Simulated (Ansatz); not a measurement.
Input of the run:

```
crystal:
  lattice:
    - [0.0, 1.8075, 1.8075]
    - [1.8075, 0.0, 1.8075]
    - [1.8075, 1.8075, 0.0]
  atoms:
    - { symbol: B, position: [0.0, 0.0, 0.0] }
    - { symbol: "N", position: [0.75, 0.75, 0.75] }
kpoints:
  mp_grid: { grid: [13, 13, 13] }
  band_path:
    path:
      - [0.0, 0.0, 0.0]
      - [-0.5, -0.5, 0.0]
      - [-0.375, -0.375, 0.25]
      - [-0.375, 0.0, 0.375]
      - [0.0, 0.0, 0.0]
      - [0.0, 0.0, 0.5]
      - [-0.5, -0.25, 0.25]
      - [-0.5, -0.5, 0.0]
    npoints: 8
scf:
  occupations: { method: fermi_dirac, width: 0.03 }
hamiltonian:
  xc: pbe
  pseudopotentials: { kind: paw }
output:
  forces: true
  stress: true
  eigenvalues: true
  efg: { contact_densities: true }
  populations: true
  bader: true
  dos: { projected: true, de: 0.2, e_range: [-14, 8] }
  write_density: true
  write_potential: true
  elf: true
  volumetric_format: npy
```

Command:
```bash
ansatz run input.yaml --threads 1 --pin off --max-ram 2048MiB --backend cpu --events-out ev --progress --plain --runs-dir out
```

What will the band structure look like? The path is Γ–X–U–K–Γ–L–W–X.

The bands leave a gap. The gap along this path is 4.47 eV and indirect, from the valence-band top at Γ to the conduction-band bottom at X; the smallest direct gap is 8.83 eV, at Γ. Three bands meet at the valence-band top at Γ: it is triply degenerate (spin aside). The direct gaps are 11.00 eV at K, 9.38 eV at X and 11.00 eV at U.

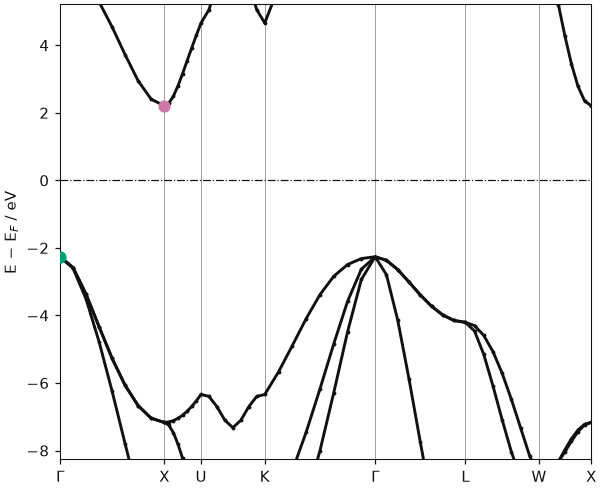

Band structure. Energies are counted from the Fermi level. The path runs straight from each named point to the next.
